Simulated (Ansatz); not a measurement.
System: MoS, space group Pm-3m, 2 atoms in the cell, CsCl type.

```
Mo S
1.0
     2.96925    0.00000    0.00000
     0.00000    2.96925    0.00000
     0.00000    0.00000    2.96925
Mo S
1 1
Direct
  0.00000 0.00000 0.00000
  0.50000 0.50000 0.50000
```

Ansatz; DFT PBEsol, scalar-relativistic, plane waves, PAW, spin-polarised, 10×10×10 k mesh, 420 eV cutoff, Gaussian smearing of 0.05 eV.

Predict the main features of the band structure and density of states. The path is Γ–X–M–Γ–R–X|R–M.

A metal: 3 bands cross the Fermi level along this path. Bands cross the Fermi level on every line of the path. The density of states at the Fermi level is about 1.5 per eV and cell (mean within 0.25 eV), or 0.73 per atom. By projected weight, the states within 0.3 eV of the Fermi level are Mo (85 %) and S (15 %).

The structure was built from a prototype or by substitution, so it need not be a known phase. Some starting moments didn't survive the run.

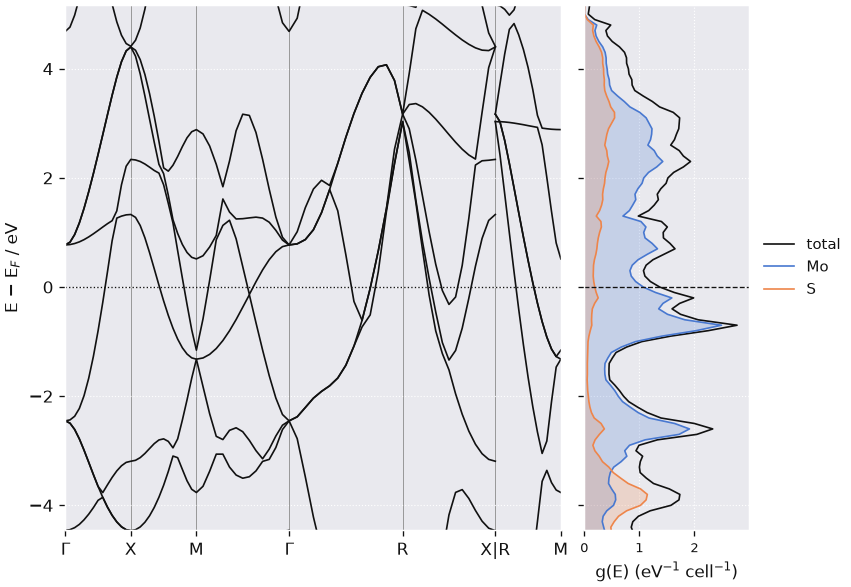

Band structure and density of states. Energies are counted from the Fermi level. The partial curves are projected on Löwdin-orthogonalised atomic shells.
